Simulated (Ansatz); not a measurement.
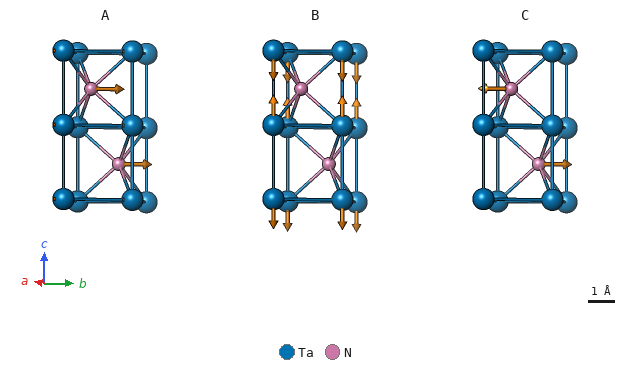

Modes of a crystal of TaN relaxed at 35 GPa, space group P6₃/mmc (No. 194), at the zone centre (one member of each degenerate set). The orange arrows are the displacements of the atoms (eigenvector over the root of the mass), of arbitrary overall length and sign. Style: ball-and-stick. Shown: the cell of the calculation, from a free direction.

Level of theory: DFT PBE, scalar-relativistic, plane waves, PAW in Ansatz 0.2.0.

The frequencies depend somewhat on the k-mesh and the smearing.

### Which are infrared-active and which Raman-active?

A is E₁u, infrared-active by symmetry (480 cm⁻¹). B is B₂u, silent by symmetry (neither infrared- nor Raman-active) (287 cm⁻¹). C is E₂g, Raman-active by symmetry (561 cm⁻¹). The crystal has a centre of inversion, so no mode is both. In a metal the free carriers screen the infrared response.
